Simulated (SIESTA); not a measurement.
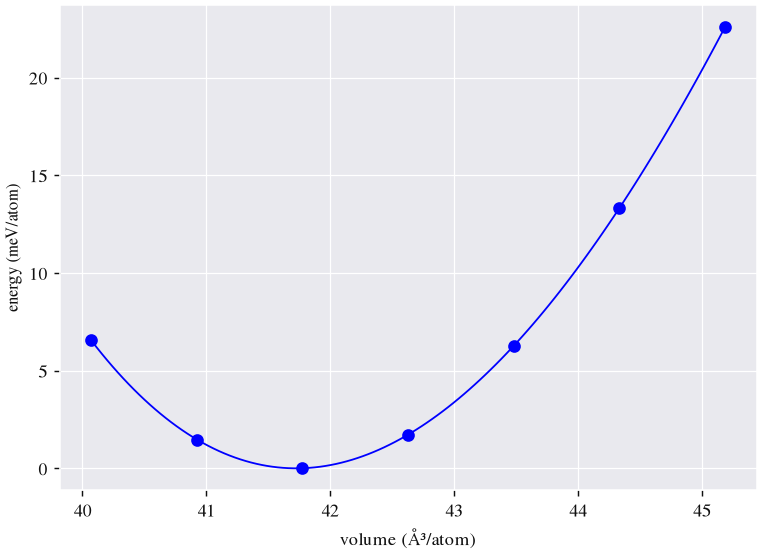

Plotted: energy against volume for I, space group Cmce (No. 64).

Cell as given: a = 4.353 Å, b = 4.353 Å, c = 9.793 Å, α = 90.00°, β = 90.00°, γ = 66.76°; 4 atoms.

Calculation (SIESTA 5.4.2): DFT in numerical atomic orbitals with pseudopotentials, no spin polarisation; energies at scaled volumes of the given cell, shape and fractions fixed, counted from the fit's minimum, third-order Birch-Murnaghan fit. Level: LDA.

- k mesh: 7×7×3
- occupations: Fermi–Dirac
- smearing width: 0.05 eV
- potentials: PseudoDojo 0.4 standard, converted to PSML, two zetas on semicore shells
- program settings: basis DZP, mesh cutoff 500 Ry

Q: Give the fitted equation-of-state parameters.

A: A third-order Birch–Murnaghan fit gives V0 = 41.73 Å³/atom, B0 = 29.5 GPa and B′ = 4.9.

Note: mulliken charges of long orbitals; shape and atomic fractions are frozen while scaling, which makes layered, chain and framework solids too stiff.

The computed values:

| volume (Å³/atom) | energy (meV/atom) |
| --- | --- |
| 40.07 | 6.55 |
| 40.93 | 1.48 |
| 41.78 | 0.01 |
| 42.63 | 1.73 |
| 43.48 | 6.27 |
| 44.34 | 13.32 |
| 45.19 | 22.58 |
